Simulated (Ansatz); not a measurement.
Cu: geometry relaxation (part 1 of 2)

- system: Cu (2 atoms in the cell)
- method: DFT, PBE, PAW with Ansatz's default frozen-core files, scalar-relativistic, no spin polarisation (Ansatz 0.2.0)

The structure was built on a prototype by a generator; it need not be a known phase. Its volume is 1.03 times that of the source entry. It belongs to a series of runs on one base structure; here: hcp relaxed under pressure, PAW files. Figures and captions count atoms from 1; the log counts them from 0 in places.

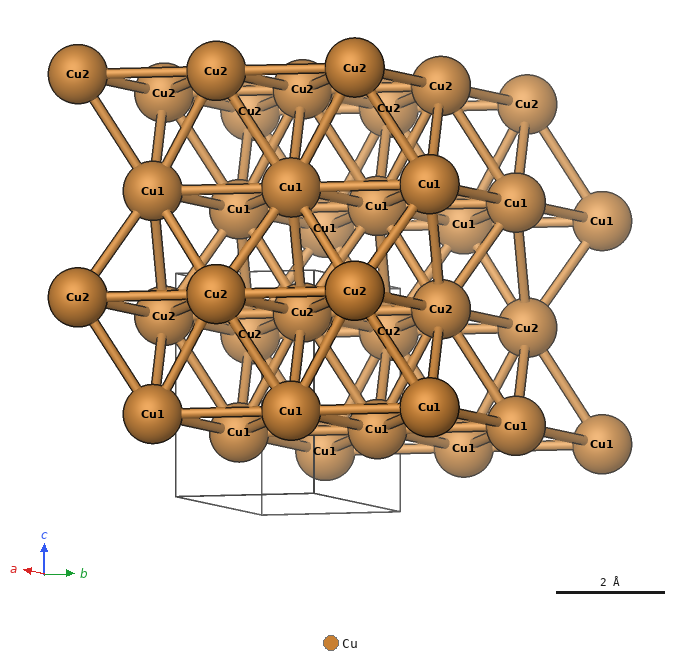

The starting structure (ball-and-stick view of the cell of the calculation, repeated 3 × 3 × 2, seen at an oblique angle; atoms are numbered from 1 in the order of the input).

**The input**
```yaml
crystal:
  lattice:
    - [2.5985425133, 0.0, 0.0]
    - [-1.2992712566, 2.2504038293, 0.0]
    - [0.0, 0.0, 4.2096388715]
  atoms:
    - { symbol: Cu, position: [0.3333333333, 0.6666666667, 0.25] }
    - { symbol: Cu, position: [0.6666666667, 0.3333333333, 0.75] }
kpoints:
  mp_grid: { grid: [17, 17, 9] }
scf:
  occupations: { method: fermi_dirac, width: 0.05 }
hamiltonian:
  xc: pbe
  pseudopotentials: { kind: paw }
output:
  forces: true
  stress: true
  eigenvalues: true
relax:
  f_tol: 0.005
  max_steps: 40
  cell: { p_target: -3.7, stress_tol: 0.03 }
```

Machine: 1 thread of Intel Xeon (Sapphire Rapids), 32 GiB of memory available, shared host.

Run as:
```bash
ansatz run input.yaml --threads 1 --pin off --max-ram 3584MiB --backend cpu --events-out ev --progress --plain --runs-dir out
```

**What the program printed**
```
Engine: ansatz 0.2.0, x86_64-unknown-linux-gnu
Pseudopotentials: kind: paw
Pseudopotential: Cu, paw, valence charge 19, recommended cutoff 420 eV (normal), Cu.paw.azcp
Functional definition: PBE
  parameter kappa = 0.804
  parameter beta = 0.06672455060314922
  exchange = pbe_x(kappa = kappa, mu = beta*pi^2/3)
  correlation = pbe_c(beta = beta)
Crystal: 2 atoms, lattice volume = 24.617 Å³
Basis set: ecut = 420 eV, 465 PW (Γ), exchange–correlation on 36×36×60 points (8 copies of the dense FFT grid, shifted against one another)
Bands: 23, of which v1, the nominal top of the filled ones, is band 19 counted from 1 (18 counted from 0)
Symmetry: 24 space group operations
Space group: P63/mmc (ITA 194), of the structure as read, at distance tolerance 2.9e-5 Å
k-points: 165 of 2601
Non-local potential: Cu, projectors of the file, l = 0: 3, l = 1: 2, l = 2: 3, l = 3: 1
PAW form: soft (Blöchl's): semilocal exchange-correlation on the pseudo side does not see the compensation charge
PAW one-centre angular grid: Cu, 590 points (default); XC on 64 Gauss nodes
Initial density: superposition of atomic densities (neutral atoms: chi_scale 0, normalization atom), corrected by the library's trained network
Initial wavefunctions: pseudopotential atomic-orbital guess
Functional: x = pbe(κ = 0.804, μ = 0.2195149727645171), c = pbe(β = 0.06672455060314922)
SCF iter   1: F=—  HF=-13250.323158 eV  |F-HF|=—  |Δ(HF+E_count)|=         —  Δρ=1.53e-3  dr2=1.97e-4  ethr=1.77e-3  ⟨swp⟩=5.4  Hψ=14260  notcnv=0
preconditioner: auto → none  [metal: Δε(μ)=0.016 eV  Ē_g=10.465 eV  σ=0.050 eV  W_gap=0.08  n_scr=8 (ndim 8)  ℏωp=35.1 eV  f_vac=0.000  D(μ)=0.80/eV (n_scr^D=2)  sad-step TF]
SCF iter   2: F=—  HF=-13250.323471 eV  |F-HF|=—  |Δ(HF+E_count)|=   3.12e-4  Δρ=8.10e-4  dr2=5.87e-5  ethr=5.17e-7  ⟨swp⟩=2.7  Hψ=8998  notcnv=0
SCF iter   3: F=—  HF=-13250.323518 eV  |F-HF|=—  |Δ(HF+E_count)|=   4.76e-5  Δρ=3.15e-4  dr2=8.22e-6  ethr=1.54e-7  ⟨swp⟩=2.4  Hψ=5404  notcnv=0
SCF iter   4: F=—  HF=-13250.323527 eV  |F-HF|=—  |Δ(HF+E_count)|=   8.70e-6  Δρ=1.87e-5  dr2=3.15e-8  ethr=2.16e-8  ⟨swp⟩=2.1  Hψ=5309  notcnv=0
iter 5 did not close the SCF: its close was put off for the readings that it lacked (scf_convergence_deferred on its scf_iter line)
SCF iter   5: F=-13250.323527 eV  HF=-13250.323527 eV  |F-HF|=4.01e-9  |Δ(HF+E_count)|=   2.63e-8  Δρ=6.59e-6  dr2=2.89e-9  ethr=8.28e-11  ⟨swp⟩=2.1  Hψ=5453  notcnv=0
SCF iter   6: F=-13250.323527 eV  HF=-13250.323527 eV  |F-HF|=7.28e-12  |Δ(HF+E_count)|=   6.35e-9  Δρ=1.83e-7  dr2=2.72e-12  ethr=7.61e-12  ⟨swp⟩=2.3  Hψ=11897  notcnv=0
SCF 1 converged in 6 iterations: F = -13250.323527 eV  dr2 = 2.72e-12
  greatest PAW one-centre occupation: 1.000 electrons in one spin orbital (limit 2), on the Cu atom at site 1 (counted from 0), in its partial waves of l = 0
relax step   1: F+E_penalty+E_count = -13250.32352686 eV  Δ(F+E_penalty+E_count) = +0.000e0 eV  max|allowed force component| = 6.939e-18 eV/Å  Δτ_max = 0.0000 Å  P = -3.664 GPa  Ω = 24.617 Å³  (6 SCF iters, dr2 threshold 1.00e-7 eV, accepted)
Crystal: 2 atoms, lattice volume = 24.616 Å³
Basis set: ecut = 420 eV, 489 PW (Γ), exchange–correlation on 36×36×60 points (8 copies of the dense FFT grid, shifted against one another)
Initial density: handed on by an earlier stage of this run
Initial wavefunctions: those handed on with the density
iter 1 solved again at ethr=9.89e-8 eV; its pass at ethr=3.10e-3 eV (dr2=3.76e-5 eV) is discarded
SCF iter   1: F=—  HF=-13250.325443 eV  |F-HF|=—  |Δ(HF+E_count)|=         —  Δρ=4.31e-4  dr2=1.23e-5  ethr=9.89e-8  ⟨swp⟩=3.4  Hψ=21071  notcnv=0
preconditioner: auto → none  [metal: Δε(μ)=0.032 eV  Ē_g=10.491 eV  σ=0.050 eV  W_gap=0.16  n_scr=8 (ndim 8)  ℏωp=35.1 eV  f_vac=0.000  D(μ)=0.75/eV (n_scr^D=2)]
SCF iter   2: F=—  HF=-13250.325435 eV  |F-HF|=—  |Δ(HF+E_count)|=   8.13e-6  Δρ=1.94e-4  dr2=2.61e-6  ethr=3.23e-8  ⟨swp⟩=1.0  Hψ=3795  notcnv=0
iter 3 did not close the SCF: its close was put off for the readings that it lacked (scf_convergence_deferred on its scf_iter line)
SCF iter   3: F=-13250.325434 eV  HF=-13250.325434 eV  |F-HF|=2.13e-9  |Δ(HF+E_count)|=   4.39e-7  Δρ=8.08e-6  dr2=6.08e-9  ethr=6.87e-9  ⟨swp⟩=2.3  Hψ=6249  notcnv=0
iter 4 did not close the SCF: its close was put off for the readings that it lacked (scf_convergence_deferred on its scf_iter line)
SCF iter   4: F=-13250.325434 eV  HF=-13250.325434 eV  |F-HF|=4.27e-9  |Δ(HF+E_count)|=   5.95e-9  Δρ=4.85e-6  dr2=3.04e-9  ethr=1.60e-11  ⟨swp⟩=2.5  Hψ=6901  notcnv=0
iter 5 did not close the SCF: its close was put off for the readings that it lacked (scf_convergence_deferred on its scf_iter line)
SCF iter   5: F=-13250.325434 eV  HF=-13250.325434 eV  |F-HF|=1.82e-12  |Δ(HF+E_count)|=  8.24e-10  Δρ=4.91e-7  dr2=1.77e-11  ethr=8.01e-12  ⟨swp⟩=2.0  Hψ=5476  notcnv=0
SCF iter   6: F=-13250.325434 eV  HF=-13250.325434 eV  |F-HF|=7.28e-12  |Δ(HF+E_count)|=  1.46e-11  Δρ=1.01e-7  dr2=4.56e-13  ethr=1.00e-12  ⟨swp⟩=1.1  Hψ=8278  notcnv=0
SCF 2 converged in 6 iterations: F = -13250.325434 eV  dr2 = 4.56e-13
relax step   2: F+E_penalty+E_count = -13250.32543414 eV  Δ(F+E_penalty+E_count) = -1.907e-3 eV  max|allowed force component| = 1.301e-17 eV/Å  Δτ_max = 0.0000 Å  P = -3.676 GPa  Ω = 24.616 Å³  energy of the carried Pulay correction = -2.243e-6 eV  (6 SCF iters, dr2 threshold 2.00e-7 eV, accepted)
Crystal: 2 atoms, lattice volume = 24.608 Å³
Basis set: ecut = 420 eV, 501 PW (Γ), exchange–correlation on 36×36×60 points (8 copies of the dense FFT grid, shifted against one another)
iter 1 solved again at ethr=1.35e-7 eV; its pass at ethr=3.10e-3 eV (dr2=5.11e-5 eV) is discarded
SCF iter   1: F=—  HF=-13250.327076 eV  |F-HF|=—  |Δ(HF+E_count)|=         —  Δρ=8.27e-4  dr2=4.84e-5  ethr=1.35e-7  ⟨swp⟩=2.4  Hψ=22440  notcnv=0
preconditioner: auto → none  [metal: Δε(μ)=0.022 eV  Ē_g=10.508 eV  σ=0.050 eV  W_gap=0.11  n_scr=8 (ndim 8)  ℏωp=35.1 eV  f_vac=0.000  D(μ)=0.67/eV (n_scr^D=2)]
SCF iter   2: F=—  HF=-13250.327062 eV  |F-HF|=—  |Δ(HF+E_count)|=   1.37e-5  Δρ=3.73e-4  dr2=1.03e-5  ethr=1.27e-7  ⟨swp⟩=1.0  Hψ=3795  notcnv=0
iter 3 did not close the SCF: its close was put off for the readings that it lacked (scf_convergence_deferred on its scf_iter line)
SCF iter   3: F=-13250.327061 eV  HF=-13250.327061 eV  |F-HF|=7.73e-8  |Δ(HF+E_count)|=   1.55e-6  Δρ=2.62e-5  dr2=7.85e-8  ethr=2.71e-8  ⟨swp⟩=2.2  Hψ=6120  notcnv=0
iter 4 did not close the SCF: its close was put off for the readings that it lacked (scf_convergence_deferred on its scf_iter line)
SCF iter   4: F=-13250.327061 eV  HF=-13250.327061 eV  |F-HF|=2.62e-8  |Δ(HF+E_count)|=   8.82e-9  Δρ=1.33e-5  dr2=2.21e-8  ethr=2.06e-10  ⟨swp⟩=2.1  Hψ=6211  notcnv=0
iter 5 did not close the SCF: its close was put off for the readings that it lacked (scf_convergence_deferred on its scf_iter line)
SCF iter   5: F=-13250.327061 eV  HF=-13250.327061 eV  |F-HF|=3.77e-9  |Δ(HF+E_count)|=   2.67e-9  Δρ=4.92e-6  dr2=3.08e-9  ethr=5.81e-11  ⟨swp⟩=2.5  Hψ=5584  notcnv=0
SCF iter   6: F=-13250.327061 eV  HF=-13250.327061 eV  |F-HF|=1.55e-10  |Δ(HF+E_count)|=  5.17e-10  Δρ=9.81e-7  dr2=1.25e-10  ethr=8.10e-12  ⟨swp⟩=2.0  Hψ=12137  notcnv=0
SCF 3 converged in 6 iterations: F = -13250.327061 eV  dr2 = 1.25e-10
relax step   3: F+E_penalty+E_count = -13250.32706081 eV  Δ(F+E_penalty+E_count) = -1.627e-3 eV  max|allowed force component| = 2.313e-17 eV/Å  Δτ_max = 0.0000 Å  P = -3.618 GPa  Ω = 24.608 Å³  energy of the carried Pulay correction = -1.880e-6 eV  (6 SCF iters, dr2 threshold 2.00e-7 eV, accepted)
Crystal: 2 atoms, lattice volume = 24.637 Å³
iter 1 solved again at ethr=7.92e-8 eV; its pass at ethr=3.10e-3 eV (dr2=3.01e-5 eV) is discarded
SCF iter   1: F=—  HF=-13250.326388 eV  |F-HF|=—  |Δ(HF+E_count)|=         —  Δρ=4.50e-4  dr2=3.18e-5  ethr=7.92e-8  ⟨swp⟩=2.1  Hψ=17782  notcnv=0
preconditioner: auto → none  [metal: Δε(μ)=0.018 eV  Ē_g=10.500 eV  σ=0.050 eV  W_gap=0.09  n_scr=8 (ndim 8)  ℏωp=35.1 eV  f_vac=0.000  D(μ)=0.68/eV (n_scr^D=2)]
SCF iter   2: F=—  HF=-13250.326381 eV  |F-HF|=—  |Δ(HF+E_count)|=   7.30e-6  Δρ=3.93e-5  dr2=1.45e-7  ethr=7.92e-8  ⟨swp⟩=2.1  Hψ=5208  notcnv=0
SCF iter   3: F=—  HF=-13250.326381 eV  |F-HF|=—  |Δ(HF+E_count)|=   2.88e-7  Δρ=2.84e-5  dr2=1.56e-7  ethr=3.81e-10  ⟨swp⟩=2.0  Hψ=6957  notcnv=0
iter 4 did not close the SCF: its close was put off for the readings that it lacked (scf_convergence_deferred on its scf_iter line)
SCF iter   4: F=-13250.326381 eV  HF=-13250.326381 eV  |F-HF|=1.38e-9  |Δ(HF+E_count)|=   3.63e-8  Δρ=3.28e-6  dr2=6.33e-10  ethr=3.81e-10  ⟨swp⟩=2.2  Hψ=5037  notcnv=0
iter 5 did not close the SCF: its close was put off for the readings that it lacked (scf_convergence_deferred on its scf_iter line)
SCF iter   5: F=-13250.326381 eV  HF=-13250.326381 eV  |F-HF|=3.27e-11  |Δ(HF+E_count)|=   1.62e-9  Δρ=4.13e-7  dr2=2.43e-11  ethr=1.67e-12  ⟨swp⟩=2.0  Hψ=6920  notcnv=0
SCF iter   6: F=-13250.326381 eV  HF=-13250.326381 eV  |F-HF|=0.00e0  |Δ(HF+E_count)|=  1.09e-11  Δρ=3.52e-8  dr2=1.08e-13  ethr=1.00e-12  ⟨swp⟩=1.1  Hψ=8264  notcnv=0
SCF 4 converged in 6 iterations: F = -13250.326381 eV  dr2 = 1.08e-13
relax step   4: F+E_penalty+E_count = -13250.32638070 eV  Δ(F+E_penalty+E_count) = +6.801e-4 eV  max|allowed force component| = 1.793e-17 eV/Å  Δτ_max = 0.0000 Å  P = -3.761 GPa  Ω = 24.637 Å³  energy of the carried Pulay correction = -2.211e-5 eV  (6 SCF iters, dr2 threshold 3.71e-8 eV, accepted)
Crystal: 2 atoms, lattice volume = 24.625 Å³
iter 1 solved again at ethr=1.49e-8 eV; its pass at ethr=3.10e-3 eV (dr2=5.65e-6 eV) is discarded
SCF iter   1: F=—  HF=-13250.326682 eV  |F-HF|=—  |Δ(HF+E_count)|=         —  Δρ=1.95e-4  dr2=5.99e-6  ethr=1.49e-8  ⟨swp⟩=2.6  Hψ=17619  notcnv=0
preconditioner: auto → none  [metal: Δε(μ)=0.018 eV  Ē_g=10.501 eV  σ=0.050 eV  W_gap=0.09  n_scr=8 (ndim 8)  ℏωp=35.1 eV  f_vac=0.000  D(μ)=0.68/eV (n_scr^D=2)]
SCF iter   2: F=—  HF=-13250.326679 eV  |F-HF|=—  |Δ(HF+E_count)|=   2.16e-6  Δρ=1.45e-5  dr2=2.62e-8  ethr=1.49e-8  ⟨swp⟩=2.1  Hψ=5092  notcnv=0
SCF iter   3: F=—  HF=-13250.326679 eV  |F-HF|=—  |Δ(HF+E_count)|=   4.15e-8  Δρ=1.02e-5  dr2=2.21e-8  ethr=6.89e-11  ⟨swp⟩=2.2  Hψ=6739  notcnv=0
iter 4 did not close the SCF: its close was put off for the readings that it lacked (scf_convergence_deferred on its scf_iter line)
SCF iter   4: F=-13250.326679 eV  HF=-13250.326679 eV  |F-HF|=1.02e-10  |Δ(HF+E_count)|=   5.98e-9  Δρ=1.08e-6  dr2=1.03e-10  ethr=5.82e-11  ⟨swp⟩=2.1  Hψ=4994  notcnv=0
iter 5 did not close the SCF: its close was put off for the readings that it lacked (scf_convergence_deferred on its scf_iter line)
SCF iter   5: F=-13250.326679 eV  HF=-13250.326679 eV  |F-HF|=1.82e-11  |Δ(HF+E_count)|=  2.38e-10  Δρ=3.62e-7  dr2=1.21e-11  ethr=1.00e-12  ⟨swp⟩=2.1  Hψ=5674  notcnv=0
SCF iter   6: F=-13250.326679 eV  HF=-13250.326679 eV  |F-HF|=0.00e0  |Δ(HF+E_count)|=  1.82e-12  Δρ=1.13e-8  dr2=1.14e-14  ethr=1.00e-12  ⟨swp⟩=2.0  Hψ=9520  notcnv=0
SCF 5 converged in 6 iterations: F = -13250.326679 eV  dr2 = 1.14e-14
```
